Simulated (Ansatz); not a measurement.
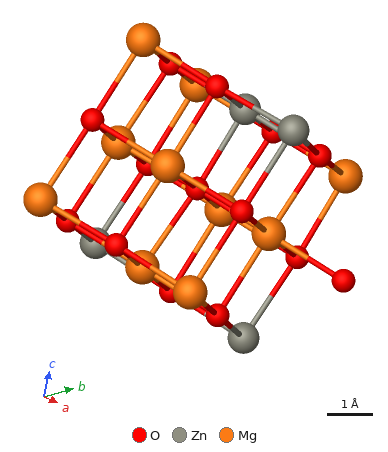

Solid O$_{64}$Zn$_{24}$Mg$_{40}$ (a generated structure, set up in P1), before the relaxation. The picture is a ball-and-stick view of the atoms within 4.2 Å of the atom that moves most (axes of the cell of the calculation), seen slightly off an axis.

The calculation used DFT, PBEsol, PAW, plane waves in Ansatz.

(plane-wave cutoff 420 eV; k-point mesh 1 × 1 × 1; mesh shifted by (0.5, 0.5, 0.5); no spin polarisation; cell relaxed at fixed shape; force threshold 0.03 eV/Å; at most 80 steps)

```
CELL_PARAMETERS angstrom
0.00000 8.46735 8.46735
8.46735 0.00000 8.46735
8.46735 8.46735 0.00000
ATOMIC_POSITIONS crystal
O 0.37480 0.12524 0.12424
O 0.87289 0.12763 0.12672
O 0.12565 0.37315 0.37241
O 0.37584 0.62617 0.12489
O 0.37706 0.12090 0.62570
O 0.62238 0.37526 0.37530
O 0.87695 0.62189 0.12418
O 0.87345 0.12342 0.62807
O 0.12598 0.88131 0.37256
O 0.12784 0.37174 0.87465
O 0.37804 0.62090 0.62706
O 0.62536 0.87419 0.37276
O 0.62444 0.37412 0.87505
O 0.87757 0.62665 0.62367
O 0.12317 0.87993 0.87458
O 0.62658 0.87148 0.87607
O 0.12699 0.37549 0.12167
O 0.37423 0.12860 0.37463
O 0.62681 0.37532 0.12460
O 0.87410 0.12711 0.37306
O 0.12828 0.87511 0.12316
O 0.12212 0.37529 0.62529
O 0.37165 0.62824 0.37416
O 0.62238 0.87764 0.12527
O 0.37376 0.12696 0.87529
O 0.62493 0.37571 0.62459
O 0.87689 0.62603 0.37307
O 0.87699 0.12339 0.87255
O 0.12396 0.87426 0.62455
O 0.37854 0.62650 0.87078
O 0.62586 0.87249 0.62391
O 0.87407 0.63148 0.87111
O 0.12597 0.12508 0.37286
O 0.37677 0.37364 0.12546
O 0.62329 0.13054 0.37364
O 0.87496 0.37581 0.12473
O 0.12364 0.62410 0.37717
O 0.37381 0.87612 0.12095
O 0.12573 0.12169 0.87514
O 0.37793 0.37483 0.62328
O 0.62594 0.62659 0.37489
O 0.87208 0.87518 0.12316
O 0.62381 0.12479 0.87739
O 0.87161 0.37288 0.62671
O 0.12610 0.62367 0.87458
O 0.37489 0.87572 0.62354
O 0.62794 0.62480 0.87225
O 0.87739 0.87482 0.62279
O 0.12560 0.12716 0.12327
O 0.62415 0.12677 0.12698
O 0.12677 0.62250 0.12239
O 0.12385 0.12766 0.62475
O 0.37630 0.37551 0.37269
O 0.62444 0.62496 0.12733
O 0.62286 0.12085 0.62936
O 0.87697 0.37502 0.37692
O 0.12232 0.62782 0.62287
O 0.37292 0.87686 0.37500
O 0.37581 0.37672 0.87301
O 0.62587 0.62231 0.62776
O 0.87399 0.87769 0.37489
O 0.87479 0.37928 0.87493
O 0.37664 0.87531 0.87325
O 0.87631 0.87494 0.87682
Zn 0.00032 0.99952 0.00346
Zn 0.99989 0.00040 0.49856
Zn 0.25144 0.24515 0.75323
Zn 0.75145 0.24615 0.75217
Zn 0.75050 0.74890 0.75135
Zn 0.75055 0.25262 0.00194
Zn 0.00198 0.50182 0.24913
Zn 0.25077 0.74952 0.00010
Zn 0.00352 0.99835 0.74866
Zn 0.49945 0.50013 0.24856
Zn 0.74824 0.25074 0.50053
Zn 0.49758 0.25060 0.00194
Zn 0.75198 0.00038 0.24819
Zn 0.49691 0.25127 0.50191
Zn 0.75488 0.50101 0.24436
Zn 0.74679 0.00290 0.74793
Zn 0.25097 0.99703 0.99741
Zn 0.74994 0.00188 0.99756
Zn 0.24678 0.00278 0.50310
Zn 0.49895 0.24963 0.25000
Zn 0.74561 0.50033 0.00154
Zn 0.99695 0.75089 0.25163
Zn 0.75137 0.49895 0.49988
Zn 0.50012 0.75047 0.74830
Mg 0.50137 0.99884 0.99790
Mg 0.00030 0.49813 0.00263
Mg 0.24726 0.24880 0.25037
Mg 0.49938 0.49768 0.00225
Mg 0.50083 0.00315 0.49539
Mg 0.75042 0.24890 0.25042
Mg 0.99905 0.49850 0.50260
Mg 0.24763 0.74991 0.25084
Mg 0.50149 0.49668 0.50178
Mg 0.74944 0.74873 0.25300
Mg 0.24881 0.75134 0.74816
Mg 0.99871 0.00044 0.25207
Mg 0.25268 0.24840 0.00049
Mg 0.50156 0.99948 0.24952
Mg 0.24952 0.25171 0.49964
Mg 0.74760 0.75131 0.99980
Mg 0.49791 0.00105 0.74981
Mg 0.99990 0.49568 0.75549
Mg 0.24850 0.75318 0.49804
Mg 0.50005 0.49966 0.74863
Mg 0.74813 0.75107 0.50258
Mg 0.99776 0.25182 0.99948
Mg 0.24819 0.00091 0.25051
Mg 0.00330 0.75160 0.99459
Mg 0.99847 0.25191 0.49717
Mg 0.25418 0.49799 0.24854
Mg 0.49968 0.74920 0.00062
Mg 0.25017 0.99960 0.74888
Mg 0.00037 0.74820 0.49974
Mg 0.25126 0.49849 0.74892
Mg 0.50347 0.74812 0.49621
Mg 0.75279 0.49975 0.74827
Mg 0.00063 0.24555 0.25425
Mg 0.25291 0.49893 0.00063
Mg 0.75072 0.99767 0.50112
Mg 0.99796 0.25119 0.74944
Mg 0.25172 0.49908 0.49951
Mg 0.50111 0.74994 0.24778
Mg 0.50581 0.24743 0.74968
Mg 0.00139 0.74996 0.75089
```

### Predict the outcome.

The atom that moves furthest is O9 (0.088 Å roughly along −b). Largest moves by element: O 0.088 Å, Zn 0.074 Å, Mg 0.067 Å. The cell stays as it was. Some distances before and after: O9–Mg117 2.191 → 2.121 Å, O21–Zn81 2.072 → 2.133 Å, O38–Mg126 2.152 → 2.095 Å, O21–Mg100 2.153 → 2.097 Å. Bond angles that change, for instance: Mg96–O9–Mg117 86.5° → 90.6°, Zn66–O9–Mg96 176.2° → 179.7°, Zn66–O9–Mg111 92.2° → 88.8°. The space group stays P1 (No. 1). The energy falls by 8.5 meV per atom in 3 geometry steps. The largest force component goes from 0.88 to 0.021 eV/Å. Pressure: 0.56 GPa at the start and −0.03 GPa at the end.

The end point in the same view:

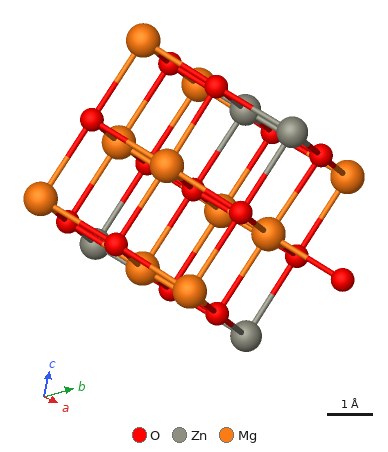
